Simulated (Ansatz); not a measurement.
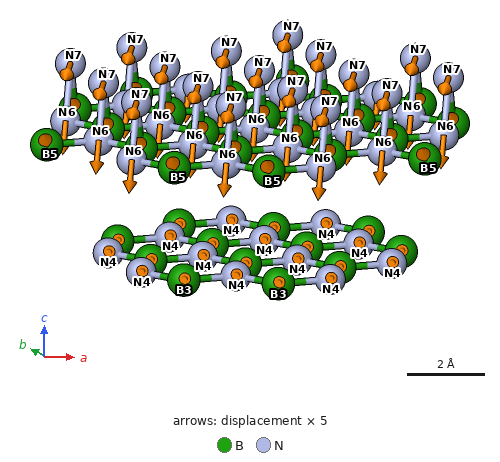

A constrained relaxation of a slab of composition B₃N₄ (cut from the R3m phase). The starting structure is drawn; orange arrows show the displacements, magnified 5 times.

Style: ball-and-stick. Shown: the atoms within 5.8 Å of the atom that moves most (axes of the 3 × 3 repeat of the cell, outlined in the plane, without the vacuum), from a free direction.

Case: N put at a bridge B-N site. The slab is the (0 0 1) face of BN with N on it. 2 atoms are held fixed.

Theory: Ansatz, DFT PBE+D3(BJ), scalar-relativistic, plane waves, PAW. Set-up: plane-wave cutoff 420 eV; k-point mesh 12 × 12 × 1; occupations gaussian; smearing width 0.05 eV; collinear spin; dipole correction; atoms relaxed in a fixed cell; force threshold 0.03 eV/Å; at most 70 steps.

Q: What happened in the run?

A: The atom that moves furthest is N6 (0.19 Å at 29° to the normal (−c side)). By element the largest moves are N 0.19 Å, B 0.13 Å. The cell stays as it was. Some distances before and after: B5–N7 1.560 → 1.484 Å, N6–N7 1.558 → 1.620 Å, B5–N6 1.447 → 1.471 Å. Bond angles that change, for instance: B5–N6–N7 103.5° → 92.8°, N6–B5–N7 103.3° → 113.8°, B5–N6–N7 62.4° → 57.4°. Over 6 geometry steps the energy falls by 0.306 eV per cell of the calculation. Largest force component: 2.5 eV/Å at the start, 0.0096 eV/Å at the end. The program noted that the starting moments weren't kept. The run took 8.2 min on 1 thread of Arm Neoverse V1, with other jobs on the host, peak memory 0.51 GiB.

Limits of the set-up: the periodic images lie only 2.5 Å apart, so the values are limited by the cell's size.
